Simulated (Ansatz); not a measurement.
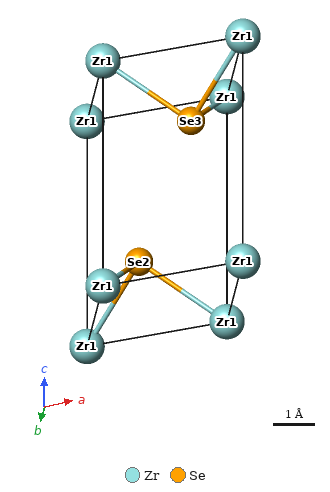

**Figure 1.** The structure as given in the input (ball-and-stick view of the cell of the calculation, seen at an oblique angle; atoms are numbered from 1 in the order of the input).

## Geometry relaxation, with input and output: ZrSe₂ (part 1 of 3)

ZrSe₂ (3 atoms in the cell), computed with DFT, PBE, PAW with Ansatz's default frozen-core files, scalar-relativistic, no spin polarisation (Ansatz 0.2.0).

The structure was built on a prototype by a generator; it need not be a known phase. It belongs to a series of runs on one base structure; here: cell and atoms relaxed from a first guess. Figures and captions count atoms from 1; the log counts them from 0 in places.

**The input**
```yaml
crystal:
  lattice:
    - [3.8045121435, 0.0, 0.0]
    - [-1.9022560717, 3.2948041652, 0.0]
    - [0.0, 0.0, 6.0872194295]
  atoms:
    - { symbol: Zr, position: [0.0, 0.0, 0.0] }
    - { symbol: Se, position: [0.3333333333, 0.6666666667, 0.25] }
    - { symbol: Se, position: [0.6666666667, 0.3333333333, 0.75] }
kpoints:
  mp_grid: { grid: [11, 11, 6] }
scf:
  occupations: { method: fermi_dirac, width: 0.08 }
hamiltonian:
  xc: pbe
  pseudopotentials: { kind: paw }
output:
  forces: true
  stress: true
  write_density: true
  write_potential: true
  elf: true
  volumetric_format: npy
relax:
  f_tol: 0.005
  max_steps: 80
  cell: {}
```

Machine: 1 thread of Intel Xeon @ 2.50GHz (Skylake/Cascade Lake), 189 GiB of memory available, shared host.

Launched with:
```bash
ansatz run input.yaml --threads 1 --pin off --max-ram 4096MiB --backend cpu --events-out ev --progress --plain --runs-dir out
```

**Output**
```
Engine: ansatz 0.2.0, x86_64-unknown-linux-gnu
Pseudopotentials: kind: paw
Pseudopotential: Zr, paw, valence charge 12, recommended cutoff 420 eV (normal), Zr.paw.azcp
Pseudopotential: Se, paw, valence charge 16, recommended cutoff 420 eV (normal), Se.paw.azcp
Functional definition: PBE
  parameter kappa = 0.804
  parameter beta = 0.06672455060314922
  exchange = pbe_x(kappa = kappa, mu = beta*pi^2/3)
  correlation = pbe_c(beta = beta)
Crystal: 3 atoms, lattice volume = 76.304 Å³
Basis set: ecut = 420 eV, 1473 PW (Γ), exchange–correlation on 54×54×90 points (8 copies of the dense FFT grid, shifted against one another)
Bands: 27, of which v1, the nominal top of the filled ones, is band 22 counted from 1 (21 counted from 0)
Symmetry: 12 space group operations
Space group: P-3m1 (ITA 164), of the structure as read, at distance tolerance 4.2e-5 Å
k-points: 84 of 726
Non-local potential: Zr, projectors of the file, l = 0: 3, l = 1: 2, l = 2: 2, l = 3: 2
Non-local potential: Se, projectors of the file, l = 0: 2, l = 1: 2, l = 2: 3, l = 3: 1
PAW form: soft (Blöchl's): semilocal exchange-correlation on the pseudo side does not see the compensation charge
PAW one-centre angular grid: Zr, 590 points (default); XC on 64 Gauss nodes
PAW one-centre angular grid: Se, 590 points (default); XC on 64 Gauss nodes
Initial density: superposition of atomic densities (neutral atoms: chi_scale 0, normalization atom), corrected by the library's trained network
Initial wavefunctions: pseudopotential atomic-orbital guess
Functional: x = pbe(κ = 0.804, μ = 0.2195149727645171), c = pbe(β = 0.06672455060314922)
SCF iter   1: F=—  HF=-15126.011788 eV  |F-HF|=—  |Δ(HF+E_count)|=         —  Δρ=1.22e-3  dr2=7.63e-4  ethr=1.77e-3  ⟨swp⟩=5.5  Hψ=8991  notcnv=0
preconditioner: auto → Resta (q_TF=auto, 2.489 Å⁻¹)  ε∞=5.6  [insulator: Δε(μ)=0.370 eV  Ē_g=7.948 eV  σ=0.080 eV  W_gap=0.81  n_scr=22 (ndim 8)  ℏωp=17.0 eV  f_vac=0.061  D(μ)=0.08/eV (n_scr^D=0)  ε∞_Penn≈5.6]
SCF iter   2: F=—  HF=-15126.011857 eV  |F-HF|=—  |Δ(HF+E_count)|=   6.98e-5  Δρ=6.74e-4  dr2=2.24e-4  ethr=1.73e-6  ⟨swp⟩=2.0  Hψ=4723  notcnv=0
SCF iter   3: F=—  HF=-15126.012075 eV  |F-HF|=—  |Δ(HF+E_count)|=   2.18e-4  Δρ=1.36e-4  dr2=2.60e-5  ethr=5.08e-7  ⟨swp⟩=2.0  Hψ=4032  notcnv=0
SCF iter   4: F=—  HF=-15126.012060 eV  |F-HF|=—  |Δ(HF+E_count)|=   1.50e-5  Δρ=8.05e-5  dr2=4.65e-6  ethr=5.90e-8  ⟨swp⟩=2.0  Hψ=4032  notcnv=0
SCF iter   5: F=—  HF=-15126.012066 eV  |F-HF|=—  |Δ(HF+E_count)|=   5.64e-6  Δρ=2.18e-5  dr2=5.03e-7  ethr=1.06e-8  ⟨swp⟩=3.0  Hψ=4275  notcnv=0
SCF iter   6: F=—  HF=-15126.012066 eV  |F-HF|=—  |Δ(HF+E_count)|=   4.70e-7  Δρ=1.02e-5  dr2=1.26e-7  ethr=2.27e-10  ⟨swp⟩=8.9  Hψ=15637  notcnv=0
SCF iter   7: F=-15126.012066 eV  HF=-15126.012066 eV  |F-HF|=3.42e-9  |Δ(HF+E_count)|=   2.66e-8  Δρ=2.92e-6  dr2=1.44e-8  ethr=2.27e-10  ⟨swp⟩=8.0  Hψ=13593  notcnv=0
SCF 1 converged in 7 iterations: F = -15126.012066 eV  dr2 = 1.44e-8
  greatest PAW one-centre occupation: 1.000 electrons in one spin orbital (limit 2), on the Se atom at site 2 (counted from 0), in its partial waves of l = 2
relax step   1: F+E_penalty+E_count = -15126.01206625 eV  Δ(F+E_penalty+E_count) = +0.000e0 eV  max|allowed force component| = 5.025e-1 eV/Å  Δτ_max = 0.0000 Å  P = +2.960 GPa  Ω = 76.304 Å³  (7 SCF iters, dr2 threshold 1.00e-7 eV, accepted)
Crystal: 3 atoms, lattice volume = 78.524 Å³
Basis set: ecut = 420 eV, 1533 PW (Γ), exchange–correlation on 54×54×90 points (8 copies of the dense FFT grid, shifted against one another)
Initial density: handed on by an earlier stage of this run
Initial wavefunctions: those handed on with the density
iter 1 solved again at ethr=8.07e-5 eV; its pass at ethr=3.10e-3 eV (dr2=3.55e-2 eV) is discarded
SCF iter   1: F=—  HF=-15125.931914 eV  |F-HF|=—  |Δ(HF+E_count)|=         —  Δρ=7.59e-3  dr2=3.63e-2  ethr=8.07e-5  ⟨swp⟩=1.3  Hψ=12340  notcnv=0
preconditioner: auto → Kerker (q_TF=auto, 2.477 Å⁻¹)  [metal: Δε(μ)=0.057 eV  Ē_g=7.591 eV  σ=0.080 eV  W_gap=0.18  n_scr=22 (ndim 8)  ℏωp=16.8 eV  f_vac=0.041  D(μ)=0.27/eV (n_scr^D=0)]
SCF iter   2: F=—  HF=-15125.923889 eV  |F-HF|=—  |Δ(HF+E_count)|=   8.03e-3  Δρ=4.14e-3  dr2=1.21e-2  ethr=8.07e-5  ⟨swp⟩=2.8  Hψ=3162  notcnv=0
SCF iter   3: F=—  HF=-15125.921989 eV  |F-HF|=—  |Δ(HF+E_count)|=   1.90e-3  Δρ=9.41e-4  dr2=9.88e-4  ethr=2.76e-5  ⟨swp⟩=2.1  Hψ=4326  notcnv=0
SCF iter   4: F=—  HF=-15125.922105 eV  |F-HF|=—  |Δ(HF+E_count)|=   1.16e-4  Δρ=2.66e-4  dr2=9.90e-5  ethr=2.25e-6  ⟨swp⟩=2.0  Hψ=2940  notcnv=0
SCF iter   5: F=—  HF=-15125.922091 eV  |F-HF|=—  |Δ(HF+E_count)|=   1.43e-5  Δρ=1.42e-4  dr2=3.47e-5  ethr=2.25e-7  ⟨swp⟩=2.0  Hψ=4032  notcnv=0
SCF iter   6: F=—  HF=-15125.922088 eV  |F-HF|=—  |Δ(HF+E_count)|=   2.39e-6  Δρ=7.17e-5  dr2=4.40e-6  ethr=7.89e-8  ⟨swp⟩=2.0  Hψ=4033  notcnv=0
SCF iter   7: F=—  HF=-15125.922092 eV  |F-HF|=—  |Δ(HF+E_count)|=   3.82e-6  Δρ=1.71e-5  dr2=5.50e-7  ethr=1.00e-8  ⟨swp⟩=2.0  Hψ=2942  notcnv=0
SCF iter   8: F=-15125.922092 eV  HF=-15125.922092 eV  |F-HF|=2.27e-8  |Δ(HF+E_count)|=   2.21e-7  Δρ=4.97e-6  dr2=6.47e-8  ethr=6.82e-10  ⟨swp⟩=8.9  Hψ=16861  notcnv=0
SCF 2 converged in 8 iterations: F = -15125.922092 eV  dr2 = 6.47e-8
relax step   2: F+E_penalty+E_count = -15125.92209227 eV  Δ(F+E_penalty+E_count) = +8.997e-2 eV  max|allowed force component| = 1.129e0 eV/Å  Δτ_max = 0.1155 Å  P = -3.952 GPa  Ω = 78.524 Å³  energy of the carried Pulay correction = -2.281e-4 eV  (8 SCF iters, dr2 threshold 3.00e-7 eV, rejected (line search))
Crystal: 3 atoms, lattice volume = 78.225 Å³
Basis set: ecut = 420 eV, 1521 PW (Γ), exchange–correlation on 54×54×90 points (8 copies of the dense FFT grid, shifted against one another)
iter 1 solved again at ethr=1.08e-4 eV; its pass at ethr=3.10e-3 eV (dr2=4.75e-2 eV) is discarded
SCF iter   1: F=—  HF=-15126.062888 eV  |F-HF|=—  |Δ(HF+E_count)|=         —  Δρ=6.89e-3  dr2=4.02e-2  ethr=1.08e-4  ⟨swp⟩=1.0  Hψ=11119  notcnv=0
preconditioner: auto → Resta (q_TF=auto, 2.479 Å⁻¹)  ε∞=5.6  [insulator: Δε(μ)=0.415 eV  Ē_g=7.807 eV  σ=0.080 eV  W_gap=0.86  n_scr=22 (ndim 8)  ℏωp=16.8 eV  f_vac=0.069  D(μ)=0.07/eV (n_scr^D=0)  ε∞_Penn≈5.6]
SCF iter   2: F=—  HF=-15126.053548 eV  |F-HF|=—  |Δ(HF+E_count)|=   9.34e-3  Δρ=3.30e-3  dr2=7.50e-3  ethr=9.13e-5  ⟨swp⟩=2.0  Hψ=3174  notcnv=0
SCF iter   3: F=—  HF=-15126.052208 eV  |F-HF|=—  |Δ(HF+E_count)|=   1.34e-3  Δρ=9.53e-4  dr2=1.09e-3  ethr=1.70e-5  ⟨swp⟩=2.3  Hψ=4173  notcnv=0
SCF iter   4: F=—  HF=-15126.052255 eV  |F-HF|=—  |Δ(HF+E_count)|=   4.72e-5  Δρ=4.30e-4  dr2=1.95e-4  ethr=2.47e-6  ⟨swp⟩=2.4  Hψ=4006  notcnv=0
SCF iter   5: F=—  HF=-15126.052286 eV  |F-HF|=—  |Δ(HF+E_count)|=   3.07e-5  Δρ=9.86e-5  dr2=1.20e-5  ethr=4.44e-7  ⟨swp⟩=2.3  Hψ=3972  notcnv=0
SCF iter   6: F=—  HF=-15126.052280 eV  |F-HF|=—  |Δ(HF+E_count)|=   5.59e-6  Δρ=4.07e-5  dr2=2.22e-6  ethr=2.73e-8  ⟨swp⟩=2.0  Hψ=4032  notcnv=0
SCF iter   7: F=—  HF=-15126.052283 eV  |F-HF|=—  |Δ(HF+E_count)|=   2.79e-6  Δρ=9.09e-6  dr2=9.08e-8  ethr=5.04e-9  ⟨swp⟩=2.0  Hψ=3009  notcnv=0
SCF iter   8: F=—  HF=-15126.052283 eV  |F-HF|=—  |Δ(HF+E_count)|=   1.19e-7  Δρ=2.36e-6  dr2=5.34e-9  ethr=2.06e-10  ⟨swp⟩=2.2  Hψ=3425  notcnv=0
SCF iter   9: F=—  HF=-15126.052283 eV  |F-HF|=—  |Δ(HF+E_count)|=   7.74e-9  Δρ=4.84e-7  dr2=3.27e-10  ethr=1.21e-11  ⟨swp⟩=2.3  Hψ=4045  notcnv=0
SCF iter  10: F=-15126.052283 eV  HF=-15126.052283 eV  |F-HF|=6.18e-11  |Δ(HF+E_count)|=  6.15e-10  Δρ=1.44e-7  dr2=2.69e-11  ethr=1.00e-12  ⟨swp⟩=4.0  Hψ=11265  notcnv=0
SCF 3 converged in 10 iterations: F = -15126.052283 eV  dr2 = 2.69e-11
relax step   3: F+E_penalty+E_count = -15126.05228308 eV  Δ(F+E_penalty+E_count) = -4.022e-2 eV  max|allowed force component| = 1.745e-2 eV/Å  Δτ_max = 0.0146 Å  P = +0.358 GPa  Ω = 78.225 Å³  energy of the carried Pulay correction = -1.977e-4 eV  (10 SCF iters, accepted)
Crystal: 3 atoms, lattice volume = 79.728 Å³
Basis set: ecut = 420 eV, 1557 PW (Γ), exchange–correlation on 54×54×90 points (8 copies of the dense FFT grid, shifted against one another)
iter 1 solved again at ethr=2.17e-5 eV; its pass at ethr=3.10e-3 eV (dr2=9.54e-3 eV) is discarded
SCF iter   1: F=—  HF=-15126.065539 eV  |F-HF|=—  |Δ(HF+E_count)|=         —  Δρ=2.52e-3  dr2=9.44e-3  ethr=2.17e-5  ⟨swp⟩=1.2  Hψ=12371  notcnv=0
preconditioner: auto → Resta (q_TF=auto, 2.471 Å⁻¹)  ε∞=5.5  [insulator: Δε(μ)=0.414 eV  Ē_g=7.800 eV  σ=0.080 eV  W_gap=0.85  n_scr=22 (ndim 8)  ℏωp=16.6 eV  f_vac=0.090  D(μ)=0.07/eV (n_scr^D=0)  ε∞_Penn≈5.5]
SCF iter   2: F=—  HF=-15126.063808 eV  |F-HF|=—  |Δ(HF+E_count)|=   1.73e-3  Δρ=1.17e-3  dr2=1.01e-3  ethr=2.15e-5  ⟨swp⟩=2.0  Hψ=2710  notcnv=0
SCF iter   3: F=—  HF=-15126.063668 eV  |F-HF|=—  |Δ(HF+E_count)|=   1.41e-4  Δρ=3.84e-4  dr2=1.52e-4  ethr=2.30e-6  ⟨swp⟩=2.8  Hψ=3865  notcnv=0
SCF iter   4: F=—  HF=-15126.063685 eV  |F-HF|=—  |Δ(HF+E_count)|=   1.78e-5  Δρ=1.45e-4  dr2=2.31e-5  ethr=3.44e-7  ⟨swp⟩=2.9  Hψ=4193  notcnv=0
SCF iter   5: F=—  HF=-15126.063701 eV  |F-HF|=—  |Δ(HF+E_count)|=   1.55e-5  Δρ=4.48e-5  dr2=3.20e-6  ethr=5.25e-8  ⟨swp⟩=2.0  Hψ=2940  notcnv=0
SCF iter   6: F=—  HF=-15126.063704 eV  |F-HF|=—  |Δ(HF+E_count)|=   2.77e-6  Δρ=1.78e-5  dr2=4.92e-7  ethr=7.28e-9  ⟨swp⟩=2.0  Hψ=4032  notcnv=0
SCF iter   7: F=-15126.063705 eV  HF=-15126.063704 eV  |F-HF|=3.68e-8  |Δ(HF+E_count)|=   7.76e-7  Δρ=3.88e-6  dr2=1.49e-8  ethr=6.82e-10  ⟨swp⟩=9.0  Hψ=15050  notcnv=0
SCF 4 converged in 7 iterations: F = -15126.063705 eV  dr2 = 1.49e-8
  Residual-converged pass: ⟨swp⟩=1.0  Hψ=2605  notcnv=0  max |occ|·‖R‖ = 7.1e-9 eV (tolerance 1.0e-8 eV)  dr2=1.49e-8  dr2_onsite=2.63e-9  max |Δocc| = 7.7e-12
relax step   4: F+E_penalty+E_count = -15126.06370450 eV  Δ(F+E_penalty+E_count) = -1.142e-2 eV  max|allowed force component| = 2.550e-2 eV/Å  Δτ_max = 0.0251 Å  P = +0.106 GPa  Ω = 79.728 Å³  energy of the carried Pulay correction = -3.492e-4 eV  (7 SCF iters, dr2 threshold 3.00e-7 eV, accepted)
Crystal: 3 atoms, lattice volume = 82.068 Å³
Basis set: ecut = 420 eV, 1605 PW (Γ), exchange–correlation on 54×54×90 points (8 copies of the dense FFT grid, shifted against one another)
iter 1 solved again at ethr=6.50e-5 eV; its pass at ethr=3.10e-3 eV (dr2=2.86e-2 eV) is discarded
SCF iter   1: F=—  HF=-15126.077315 eV  |F-HF|=—  |Δ(HF+E_count)|=         —  Δρ=4.22e-3  dr2=2.85e-2  ethr=6.50e-5  ⟨swp⟩=1.2  Hψ=12159  notcnv=0
preconditioner: auto → Resta (q_TF=auto, 2.459 Å⁻¹)  ε∞=5.4  [insulator: Δε(μ)=0.427 eV  Ē_g=7.803 eV  σ=0.080 eV  W_gap=0.86  n_scr=22 (ndim 8)  ℏωp=16.4 eV  f_vac=0.130  D(μ)=0.06/eV (n_scr^D=0)  ε∞_Penn≈5.4]
SCF iter   2: F=—  HF=-15126.071716 eV  |F-HF|=—  |Δ(HF+E_count)|=   5.60e-3  Δρ=1.91e-3  dr2=3.07e-3  ethr=6.48e-5  ⟨swp⟩=2.0  Hψ=3117  notcnv=0
SCF iter   3: F=—  HF=-15126.071116 eV  |F-HF|=—  |Δ(HF+E_count)|=   6.00e-4  Δρ=6.03e-4  dr2=4.88e-4  ethr=6.99e-6  ⟨swp⟩=2.6  Hψ=3734  notcnv=0
SCF iter   4: F=—  HF=-15126.071172 eV  |F-HF|=—  |Δ(HF+E_count)|=   5.66e-5  Δρ=2.51e-4  dr2=8.29e-5  ethr=1.11e-6  ⟨swp⟩=2.0  Hψ=3943  notcnv=0
SCF iter   5: F=—  HF=-15126.071202 eV  |F-HF|=—  |Δ(HF+E_count)|=   2.98e-5  Δρ=8.43e-5  dr2=1.28e-5  ethr=1.88e-7  ⟨swp⟩=2.6  Hψ=3937  notcnv=0
SCF iter   6: F=—  HF=-15126.071212 eV  |F-HF|=—  |Δ(HF+E_count)|=   9.39e-6  Δρ=3.39e-5  dr2=1.79e-6  ethr=2.91e-8  ⟨swp⟩=2.0  Hψ=4031  notcnv=0
SCF iter   7: F=-15126.071215 eV  HF=-15126.071215 eV  |F-HF|=1.08e-7  |Δ(HF+E_count)|=   2.89e-6  Δρ=6.69e-6  dr2=4.08e-8  ethr=6.82e-10  ⟨swp⟩=9.9  Hψ=18837  notcnv=0
SCF 5 converged in 7 iterations: F = -15126.071215 eV  dr2 = 4.08e-8
  Residual-converged pass: ⟨swp⟩=1.0  Hψ=2604  notcnv=0  max |occ|·‖R‖ = 7.1e-9 eV (tolerance 1.0e-8 eV)  dr2=4.08e-8  dr2_onsite=5.07e-9  max |Δocc| = 4.5e-12
relax step   5: F+E_penalty+E_count = -15126.07121468 eV  Δ(F+E_penalty+E_count) = -7.510e-3 eV  max|allowed force component| = 7.502e-3 eV/Å  Δτ_max = 0.0457 Å  P = +0.136 GPa  Ω = 82.068 Å³  energy of the carried Pulay correction = -5.791e-4 eV  (7 SCF iters, dr2 threshold 3.00e-7 eV, accepted)
Crystal: 3 atoms, lattice volume = 83.556 Å³
Basis set: ecut = 420 eV, 1631 PW (Γ), exchange–correlation on 54×54×90 points (8 copies of the dense FFT grid, shifted against one another)
iter 1 solved again at ethr=2.54e-5 eV; its pass at ethr=3.10e-3 eV (dr2=1.12e-2 eV) is discarded
SCF iter   1: F=—  HF=-15126.075140 eV  |F-HF|=—  |Δ(HF+E_count)|=         —  Δρ=2.49e-3  dr2=1.09e-2  ethr=2.54e-5  ⟨swp⟩=2.0  Hψ=13007  notcnv=0
preconditioner: auto → Resta (q_TF=auto, 2.452 Å⁻¹)  ε∞=5.4  [insulator: Δε(μ)=0.425 eV  Ē_g=7.787 eV  σ=0.080 eV  W_gap=0.86  n_scr=22 (ndim 8)  ℏωp=16.2 eV  f_vac=0.147  D(μ)=0.06/eV (n_scr^D=0)  ε∞_Penn≈5.4]
SCF iter   2: F=—  HF=-15126.073043 eV  |F-HF|=—  |Δ(HF+E_count)|=   2.10e-3  Δρ=1.13e-3  dr2=1.15e-3  ethr=2.47e-5  ⟨swp⟩=2.0  Hψ=2741  notcnv=0
SCF iter   3: F=—  HF=-15126.072829 eV  |F-HF|=—  |Δ(HF+E_count)|=   2.14e-4  Δρ=3.58e-4  dr2=1.85e-4  ethr=2.61e-6  ⟨swp⟩=2.6  Hψ=3886  notcnv=0
SCF iter   4: F=—  HF=-15126.072876 eV  |F-HF|=—  |Δ(HF+E_count)|=   4.72e-5  Δρ=1.52e-4  dr2=3.40e-5  ethr=4.22e-7  ⟨swp⟩=2.8  Hψ=4110  notcnv=0
SCF iter   5: F=—  HF=-15126.072893 eV  |F-HF|=—  |Δ(HF+E_count)|=   1.68e-5  Δρ=4.59e-5  dr2=4.50e-6  ethr=7.72e-8  ⟨swp⟩=3.0  Hψ=3972  notcnv=0
SCF iter   6: F=—  HF=-15126.072896 eV  |F-HF|=—  |Δ(HF+E_count)|=   3.08e-6  Δρ=2.12e-5  dr2=6.54e-7  ethr=1.02e-8  ⟨swp⟩=2.0  Hψ=4032  notcnv=0
SCF iter   7: F=-15126.072897 eV  HF=-15126.072897 eV  |F-HF|=4.54e-8  |Δ(HF+E_count)|=   1.19e-6  Δρ=3.99e-6  dr2=1.39e-8  ethr=6.00e-10  ⟨swp⟩=9.9  Hψ=16885  notcnv=0
SCF 6 converged in 7 iterations: F = -15126.072897 eV  dr2 = 1.39e-8
  Residual-converged pass: ⟨swp⟩=1.0  Hψ=2605  notcnv=0  max |occ|·‖R‖ = 7.1e-9 eV (tolerance 1.0e-8 eV)  dr2=1.39e-8  dr2_onsite=8.04e-10  max |Δocc| = 6.2e-12
relax step   6: F+E_penalty+E_count = -15126.07289690 eV  Δ(F+E_penalty+E_count) = -1.682e-3 eV  max|allowed force component| = 8.979e-3 eV/Å  Δτ_max = 0.0260 Å  P = +0.096 GPa  Ω = 83.556 Å³  energy of the carried Pulay correction = -7.218e-4 eV  (7 SCF iters, dr2 threshold 2.64e-7 eV, accepted)
Crystal: 3 atoms, lattice volume = 84.449 Å³
Basis set: ecut = 420 eV, 1643 PW (Γ), exchange–correlation on 54×54×90 points (8 copies of the dense FFT grid, shifted against one another)
iter 1 solved again at ethr=9.32e-6 eV; its pass at ethr=3.10e-3 eV (dr2=4.10e-3 eV) is discarded
SCF iter   1: F=—  HF=-15126.073952 eV  |F-HF|=—  |Δ(HF+E_count)|=         —  Δρ=1.38e-3  dr2=3.97e-3  ethr=9.32e-6  ⟨swp⟩=2.0  Hψ=11376  notcnv=0
preconditioner: auto → Resta (q_TF=auto, 2.447 Å⁻¹)  ε∞=5.3  [insulator: Δε(μ)=0.429 eV  Ē_g=7.773 eV  σ=0.080 eV  W_gap=0.86  n_scr=22 (ndim 8)  ℏωp=16.2 eV  f_vac=0.156  D(μ)=0.06/eV (n_scr^D=0)  ε∞_Penn≈5.3]
SCF iter   2: F=—  HF=-15126.073208 eV  |F-HF|=—  |Δ(HF+E_count)|=   7.44e-4  Δρ=6.24e-4  dr2=3.86e-4  ethr=9.01e-6  ⟨swp⟩=2.0  Hψ=2756  notcnv=0
SCF iter   3: F=—  HF=-15126.073144 eV  |F-HF|=—  |Δ(HF+E_count)|=   6.47e-5  Δρ=1.99e-4  dr2=5.99e-5  ethr=8.78e-7  ⟨swp⟩=2.4  Hψ=4099  notcnv=0
SCF iter   4: F=—  HF=-15126.073188 eV  |F-HF|=—  |Δ(HF+E_count)|=   4.39e-5  Δρ=8.52e-5  dr2=1.22e-5  ethr=1.36e-7  ⟨swp⟩=2.0  Hψ=3329  notcnv=0
SCF iter   5: F=—  HF=-15126.073193 eV  |F-HF|=—  |Δ(HF+E_count)|=   5.48e-6  Δρ=2.37e-5  dr2=1.25e-6  ethr=2.77e-8  ⟨swp⟩=2.2  Hψ=3283  notcnv=0
SCF iter   6: F=—  HF=-15126.073194 eV  |F-HF|=—  |Δ(HF+E_count)|=   7.75e-7  Δρ=1.23e-5  dr2=1.86e-7  ethr=2.84e-9  ⟨swp⟩=2.0  Hψ=4032  notcnv=0
SCF iter   7: F=-15126.073194 eV  HF=-15126.073194 eV  |F-HF|=1.80e-8  |Δ(HF+E_count)|=   4.05e-7  Δρ=3.22e-6  dr2=7.91e-9  ethr=1.50e-10  ⟨swp⟩=9.1  Hψ=17342  notcnv=0
SCF 7 converged in 7 iterations: F = -15126.073194 eV  dr2 = 7.91e-9
relax step   7: F+E_penalty+E_count = -15126.07319426 eV  Δ(F+E_penalty+E_count) = -2.974e-4 eV  max|allowed force component| = 1.062e-3 eV/Å  Δτ_max = 0.0136 Å  P = -0.004 GPa  Ω = 84.449 Å³  energy of the carried Pulay correction = -8.062e-4 eV  (7 SCF iters, dr2 threshold 6.58e-8 eV, accepted)
Crystal: 3 atoms, lattice volume = 84.821 Å³
iter 1 solved again at ethr=1.42e-6 eV; its pass at ethr=3.10e-3 eV (dr2=6.26e-4 eV) is discarded
```
